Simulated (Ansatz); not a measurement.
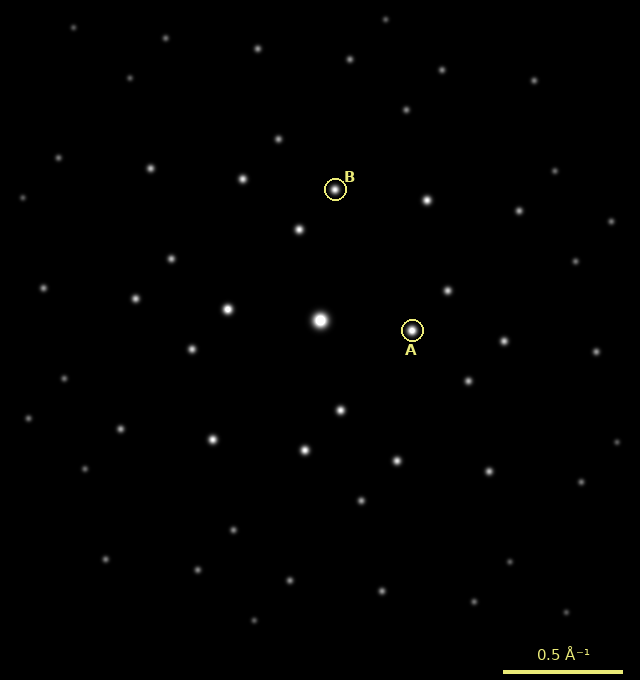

Kinematic zone-axis pattern, calculated for 300 keV electrons with B = 0.8 Å². Two individuals of a reflection twin are superposed (a geometric construction: whether this twin forms is not tested; the second individual is smaller and so fainter). Crystal: Rh, space group Pm-3m (No. 221), a = 2.56 Å, zone axis [110]. Structure: the geometry relaxed with DFT, RPBE, plane waves (420 eV) with PAW, scalar-relativistic in Ansatz; the starting structure was generated, so it need not be a known form of this composition.

In the first individual spot A is 0 0 -1 and spot B is -1 1 0.

Question: Find the twin plane.

Answer: (1-11). The spot positions of the combined pattern are mirror-symmetric about the row through 1 -1 1 (d = 1.476 Å), which both individuals share, while a single individual has only symmetry 2mm without that mirror line. Friedel's law adds the mirror line at right angles, so a twin on (1-1-2) would give the same picture; the more widely spaced plane was used.

Question: Which other reflections coincide?

Answer: Off the common row, 1 -1 -2, 0 0 3, 2 -2 -1 and their kin fall on spots of the second individual; about 25 % of the first individual's visible spots are shared.
